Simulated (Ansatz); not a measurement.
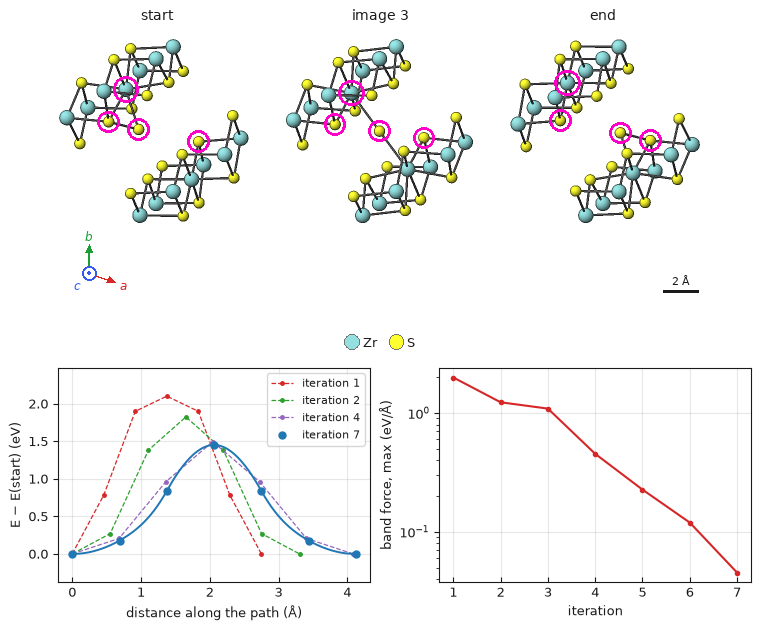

NEB run on a defect cell of composition Zr$_{8}$S$_{17}$ (25 atoms in the cell). Images are numbered from 0 (start) to 6 (end). The plot follows the band through its iterations. A ball-and-stick model of the atoms within 5.4 Å of the middle of the path, seen along the c axis. The atoms that move most are ringed. Bonds to atoms that aren't drawn are left out.

The calculation used Ansatz, DFT PBE, scalar-relativistic, plane waves, PAW. Settings: plane-wave cutoff 420 eV; k-point mesh 2 × 2 × 2; Gaussian smearing 0.02 eV; 5 movable images; climbing image.

> How did the profile develop, and is the result final?

The run is converged, with reservations. The band converged in 7 iterations. The largest component of the band force went from 2 to 0.045 eV/Å. The climbing image converged on the top of the path. Its curvatures weren't checked. The first iteration put the highest image at 2.10 eV. The barrier is about 1.45 eV in both directions, with image 3 at the top; the ends have the same energy.

The run took 5.1 min on 4 threads of AMD EPYC 9R14 (Zen 4) (shared host), peak memory 3.3 GiB.
